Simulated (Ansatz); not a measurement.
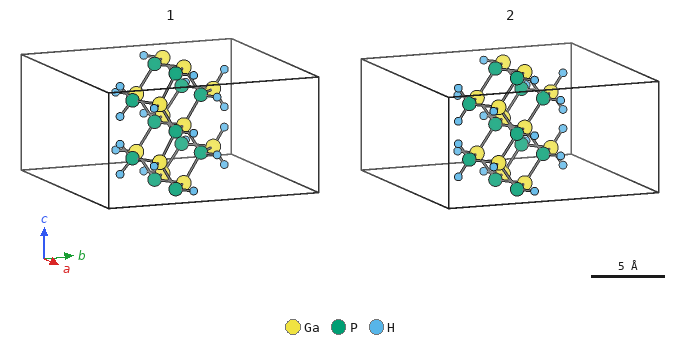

Two geometries of a wire of composition GaPH2, drawn at one scale. One is the start of a relaxation, the other its converged end. The picture is a ball-and-stick view of the 2 repeat of the cell, with the vacuum cut short, seen slightly off an axis.

All numbers below come from Ansatz 0.2.0, DFT PBE, scalar-relativistic, plane waves, PAW. Settings: plane-wave cutoff 420 eV; k-point mesh 1 × 1 × 9; occupations gaussian; smearing width 0.05 eV; no spin polarisation; cell relaxed at fixed a, b, alpha, beta, gamma; force threshold 0.02 eV/Å; at most 45 steps.

### Which one is relaxed?

Structure 1 is the relaxed one. Case: wire along [1 1 0], 10 atoms a period, capped with H. The energy falls by 0.801 eV per cell of the calculation in 7 accepted moves (8 points after the start). The largest force component goes from 1.3 to 0.0053 eV/Å. The SCF was repeated once at an unchanged geometry on a basis and grid sized afresh for the cell, which shifted the energy by 8.2 meV per cell of the calculation at most. The atom that moves furthest relative to the layer's centre is an H atom (0.25 Å). By element the largest moves are H 0.25 Å, P 0.23 Å, Ga 0.20 Å. Along the periodic axis the drawn cell goes c 7.785 → 8.096 Å (+4.0 %). Near-neighbour distances that change, for instance: Ga–P 2.384 → 2.459 Å, Ga–P 2.384 → 2.419 Å, Ga–H 1.570 → 1.535 Å, Ga–P 2.384 → 2.367 Å. Among the angles between lasting bonds that change: P–Ga–P 109.5° → 94.8°, H–P–H 109.5° → 96.0°, Ga–P–Ga 109.5° → 122.6°.
